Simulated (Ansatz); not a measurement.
A series of calculations on Sn₂₃O₄₉

## 1. Relaxation

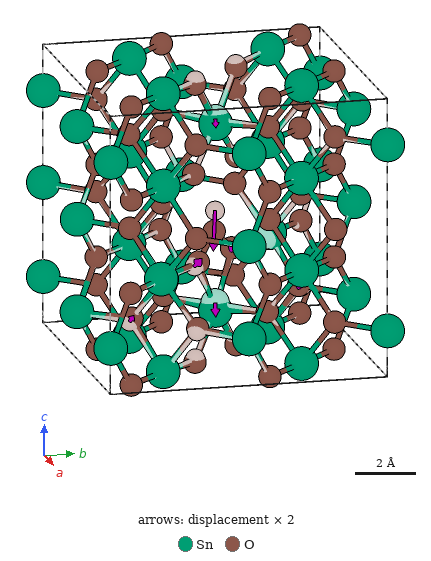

This is a relaxation of a defect cell of composition Sn23O49 (cell charge +2). The starting structure is drawn faded, the final one solid; purple arrows show the displacements, 2 times their true length.

A ball-and-stick model of the cell of the calculation (origin shifted), seen slightly off an axis.

These are results of Ansatz 0.2.0, DFT, PBEsol, PAW, plane waves, not measurements. (plane-wave cutoff 420 eV; k-point mesh 1 × 1 × 1; mesh shifted by (0.25, 0.25, 0.25); no spin polarisation; atoms relaxed in a fixed cell; force threshold 0.03 eV/Å; at most 80 steps)

> Atoms of which element are displaced furthest, and by how much?

Oxygen: up to 0.72 Å, against 0.26 Å for tin.

> What did the optimiser do to the structure, and how much energy did it gain?

The largest move is that of an O atom, 0.72 Å along −c. Largest moves by element: O 0.72 Å, Sn 0.26 Å. The lattice vectors keep their values. Some distances before and after: O–O 2.095 → 1.349 Å, O–O 2.046 → 1.347 Å, O–Sn 2.050 → 2.421 Å, O–Sn 2.086 → 2.421 Å. New bonds form, among them: O–O (2.05 → 1.35 Å), O–O (2.10 → 1.35 Å). Bond angles that change, for instance: O–Sn–O 78.5° → 58.5°, Sn–O–Sn 131.1° → 118.6°, O–Sn–O 177.7° → 166.5°. After 10 geometry steps the energy has fallen by 2.580 eV per cell of the calculation. Largest force component: 1.1 eV/Å at the start, 0.026 eV/Å at the end. Cost: 14 s on 1 × NVIDIA GB300 Max-Q with 8 threads of Arm Neoverse-V2, peak memory 2 GiB.

Limits of the set-up: the cell is charged, on a uniform background, and energies carry no finite-size correction.

## 2. Relaxation

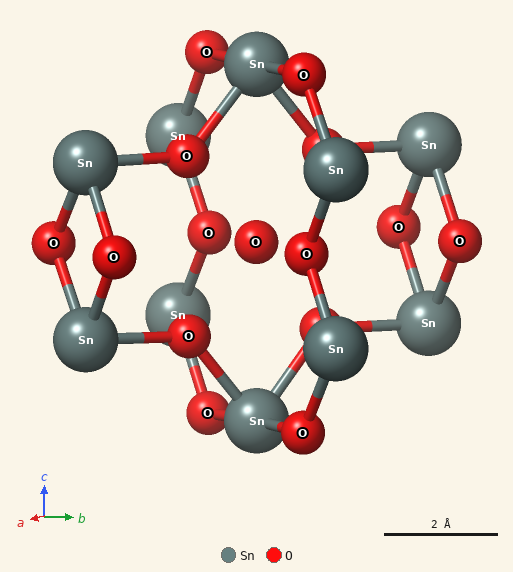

Starting structure of a defect cell of composition Sn23O49. The picture is a ball-and-stick view of the atoms within 4.2 Å of the atom that moves most (axes of the cell of the calculation (origin shifted)), seen slightly off an axis.

Method: Ansatz, DFT, PBEsol, PAW, plane waves.

Settings: plane-wave cutoff 420 eV; k-point mesh 1 × 1 × 1; mesh shifted by (0.25, 0.25, 0.25); no spin polarisation; atoms relaxed in a fixed cell; force threshold 0.03 eV/Å; at most 80 steps.

```
Sn O
1.0
     9.53809    0.00000    0.00000
     0.00000    9.53809    0.00000
     0.00000    0.00000    9.63630
Sn O
23 49
Direct
  0.99576 0.00044 0.99952
  0.00372 0.00216 0.33533
  0.99596 0.99862 0.66616
  0.99922 0.50080 0.99710
  0.00237 0.50026 0.33166
  0.99732 0.50099 0.66507
  0.50077 0.00244 0.99711
  0.50290 0.00011 0.33513
  0.50133 0.00206 0.66387
  0.49808 0.49996 0.00226
  0.49878 0.50043 0.66446
  0.25056 0.25131 0.16526
  0.25030 0.25173 0.49828
  0.24954 0.25137 0.83125
  0.25208 0.75073 0.16826
  0.25088 0.75141 0.50021
  0.24854 0.75366 0.83525
  0.75215 0.25428 0.16894
  0.74955 0.25280 0.49749
  0.75107 0.25192 0.83101
  0.74729 0.75050 0.16995
  0.74912 0.75168 0.50255
  0.74699 0.75406 0.83386
  0.49833 0.49959 0.33417
  0.15217 0.15224 0.99711
  0.15247 0.15026 0.33099
  0.15509 0.15127 0.66554
  0.15419 0.65346 0.99938
  0.15246 0.65418 0.33413
  0.15363 0.65614 0.66541
  0.65369 0.15331 0.99730
  0.65034 0.15255 0.33435
  0.65053 0.15155 0.66796
  0.65407 0.65057 0.00110
  0.64872 0.65553 0.33289
  0.64934 0.65099 0.66590
  0.34534 0.34702 0.99589
  0.34722 0.34970 0.33138
  0.34319 0.34354 0.66596
  0.34423 0.84966 0.99982
  0.34695 0.84887 0.33369
  0.34912 0.85035 0.66658
  0.84690 0.34890 0.99951
  0.84752 0.34703 0.33471
  0.84729 0.34961 0.66595
  0.84898 0.84746 0.00151
  0.84816 0.85038 0.33187
  0.84808 0.84378 0.66453
  0.09460 0.40645 0.16700
  0.09791 0.40448 0.49803
  0.09833 0.39912 0.83479
  0.09900 0.90346 0.16661
  0.09595 0.90602 0.50120
  0.09836 0.90421 0.83358
  0.59559 0.40148 0.16509
  0.60240 0.40101 0.50031
  0.60135 0.40299 0.83561
  0.59757 0.90292 0.16779
  0.59498 0.90538 0.49752
  0.59480 0.90352 0.83338
  0.40009 0.09783 0.16603
  0.40251 0.09774 0.50330
  0.40176 0.09645 0.83613
  0.40529 0.59468 0.16765
  0.40558 0.59948 0.50066
  0.40461 0.59713 0.83102
  0.90759 0.09430 0.16594
  0.90363 0.09524 0.49916
  0.90073 0.09570 0.83507
  0.90507 0.59896 0.16760
  0.90512 0.59728 0.50101
  0.90572 0.59739 0.83413
```

What does the optimiser find from here?

The energy falls by 2.234 eV per cell of the calculation in 11 geometry steps. The largest force component goes from 1.2 to 0.011 eV/Å. The largest move is that of O24, 0.73 Å along −c. By element the largest moves are O 0.73 Å, Sn 0.26 Å. The lattice vectors keep their values. Among the contacts that change: O24–O55 2.095 → 1.364 Å, O24–O64 2.046 → 1.364 Å, Sn18–O55 2.050 → 2.405 Å, Sn15–O64 2.086 → 2.405 Å. New bonds form, among them: O24–O55 (2.10 → 1.36 Å), O24–O64 (2.05 → 1.36 Å). Among the angles between lasting bonds that change: Sn10–O55–Sn18 131.1° → 119.8°, Sn10–O64–Sn15 128.6° → 119.8°, Sn11–O65–Sn16 129.5° → 133.1°.

History of the run:

| step | E − E(0), meV/atom | largest force component, eV/Å |
| --- | --- | --- |
| 0 | 0.00 | 1.1942 |
| 1 | -9.52 | 0.4103 |
| 2 | -11.47 | 0.3641 |
| 3 | -12.02 | 0.2432 |
| 4 | -13.56 | 0.6857 |
| 5 | -19.35 | 1.2535 |
| 6 | -24.51 | 2.4580 |
| 7 | -29.56 | 0.8950 |
| 8 | -30.64 | 0.3860 |
| 9 | -30.98 | 0.0880 |
| 10 | -31.02 | 0.0334 |
| 11 | -31.03 | 0.0110 |

The end point in the same view:

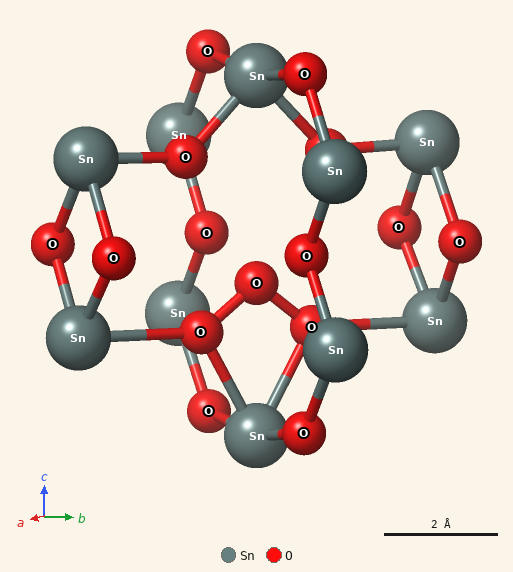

## 3. Defect

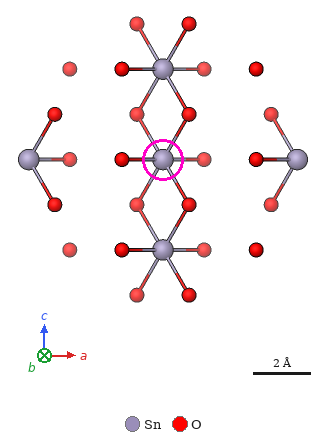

Perfect SnO$_{2}$. A ball-and-stick model of the atoms within 5.4 Å of one point, in a slice 4.2 Å thick across the line of sight, seen along the b axis.

These are results of DFT, PBEsol, PAW, plane waves in Ansatz, not measurements. (plane-wave cutoff 420 eV; k-point mesh 1 × 1 × 1; mesh shifted by (0.25, 0.25, 0.25); no spin polarisation) Fermi-Dirac smearing of 0.01 eV. A uniform background neutralises the charged cell. The axes drawn are those of the host's conventional cell.

A tin atom is replaced by oxygen at the ringed place, in charge state +2. The supercell has 72 sites, and the atoms are relaxed at the host's cell.

Predict the relaxed surroundings of the defect.

Answer. In the host the Sn atom has 6 O at 2.06 to 2.07 Å; the O atom ends with 2 O at 1.35 Å. Of the host's atoms, a tin atom moves furthest from its site, by 0.25 Å. The O atom itself moves 0.73 Å from where it was put.

The relaxed defect, seen from the same direction:

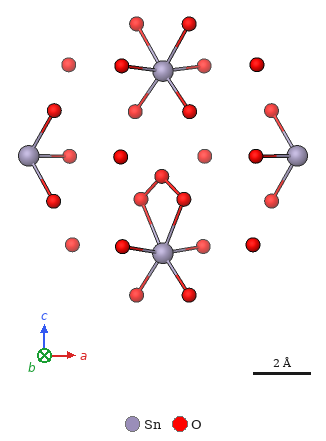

Limits of the set-up: the cell is charged, on a uniform background, and energies carry no finite-size correction.
